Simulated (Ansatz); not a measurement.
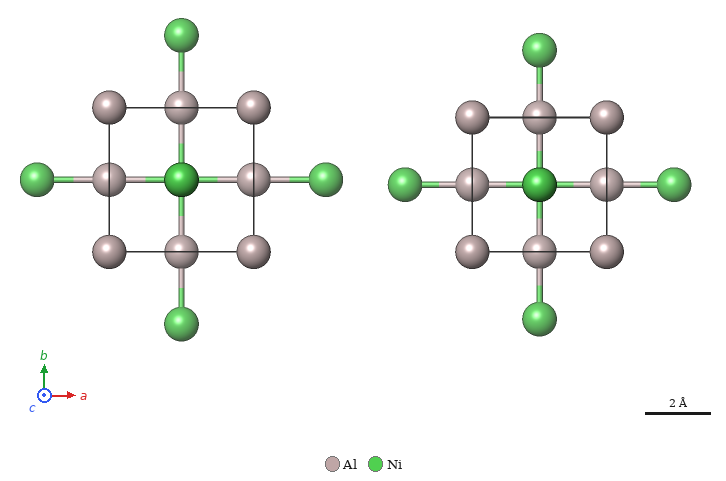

Two geometries of solid Al₄Ni (a generated structure, set up in Pm-3m) (coarse preliminary run), drawn at one scale. One is the start of a relaxation, the other its converged end. A ball-and-stick model of the cell of the calculation, seen along the c axis.

Level of theory: DFT PBE, scalar-relativistic, plane waves, PAW (Ansatz). Set-up: plane-wave cutoff 420 eV; k-point mesh 4 × 4 × 4; occupations gaussian; smearing width 0.1 eV; collinear spin; cell and atoms relaxed; force threshold 0.04 eV/Å; at most 70 steps.

Q: Which of the two is the end point?

A: The left one is the relaxed one. No atom moves by more than 0.005 Å relative to the cell. The volume changes by +23.7 %, with a = b = c 4.200 → 4.509 Å (+7.3 %). Among the contacts that change: Al–Ni 2.100 → 2.254 Å. The space group stays Pm-3m (No. 221). After 4 accepted moves (6 points after the start) the energy has fallen by 230 meV per atom. All forces vanish by symmetry, so only the cell relaxes. Pressure: 25.03 GPa at the start and 0.04 GPa at the end. The SCF was repeated twice at an unchanged geometry on a basis and grid sized afresh for the cell, which shifted the energy by 4.0 meV per atom at most. The program noted that the starting moments weren't kept.

Limits of the set-up: the k-point mesh is coarse for a cell with partly filled bands.
